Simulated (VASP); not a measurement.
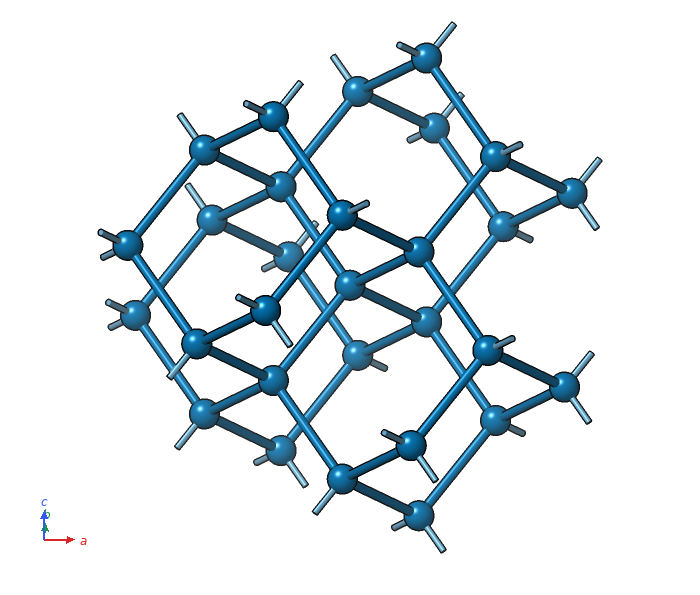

The picture shows a finite piece of the underlying net of a crystal structure, nodes on the atoms' positions. Nodes are coloured by topological kind. Short stubs are edges that leave the cut-out.

### Classify the net: periodicity, connectivity, name.

A uninodal 4-connected, three-periodic net. It is the dia net, known from diamond, zinc blende and cristobalite.

### Give point symbol and coordination sequence.

6^6, sequence 4, 12, 24, 42, 64, 92.

The net was derived as follows. The compound is InAs (space group F-43m, No. 216), taken as the end point of a relaxation with VASP Kohn-Sham DFT of a periodic cell, HF, VASP PAW PBE potentials, recommended in VASP 6.6.1. Bonds are taken as As–In below 3 Å. Simplification: prune 0- and 1-connected atoms, fold 2-connected ones into links. In and As are 4-connected nodes.
